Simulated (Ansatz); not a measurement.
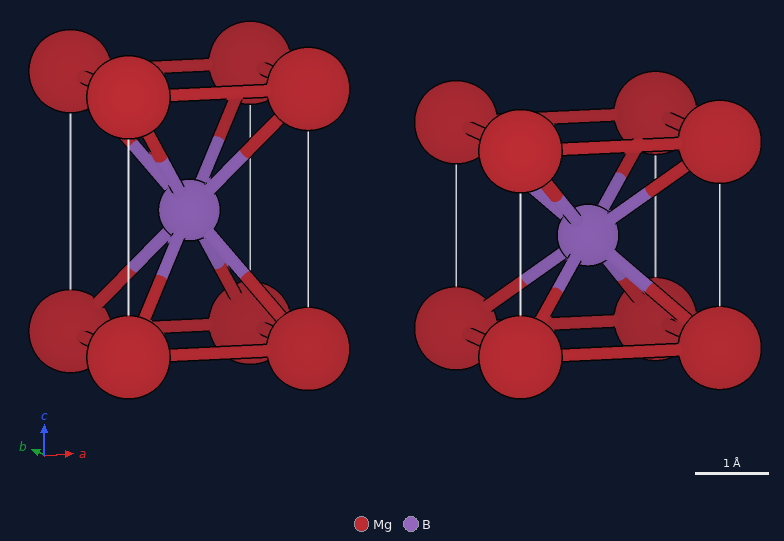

Two geometries of solid MgB (a generated structure, set up in P4/mmm), drawn at one scale. One is the start of a relaxation, the other its converged end. The picture is a ball-and-stick view of the cell of the calculation, seen slightly off an axis.

These are results of DFT PBE, scalar-relativistic, plane waves, PAW in Ansatz 0.2.0, not measurements. Set-up: plane-wave cutoff 420 eV; k-point mesh 22 × 22 × 16; occupations gaussian; smearing width 0.1 eV; no spin polarisation; cell and atoms relaxed; force threshold 0.01 eV/Å; at most 80 steps.

Question: Which one is relaxed?

Answer: The right one is the relaxed one. The atoms keep their places relative to the cell (all moves are under 0.005 Å). Cell: a = b 2.614 → 2.899 Å (+10.9 %), c 3.637 → 2.883 Å (−20.7 %). Volume −2.5 %. Near-neighbour distances that change, for instance: Mg–Mg 2.614 → 2.899 Å, B–Mg 2.593 → 2.506 Å. The space group stays P4/mmm (No. 123). The energy falls by 93.7 meV per atom in 8 accepted moves (10 points after the start). All forces vanish by symmetry, so only the cell relaxes. The pressure goes from −3.92 to 0.01 GPa. The SCF was repeated twice at an unchanged geometry on a basis and grid sized afresh for the cell, which shifted the energy by 2.1 meV per atom at most.
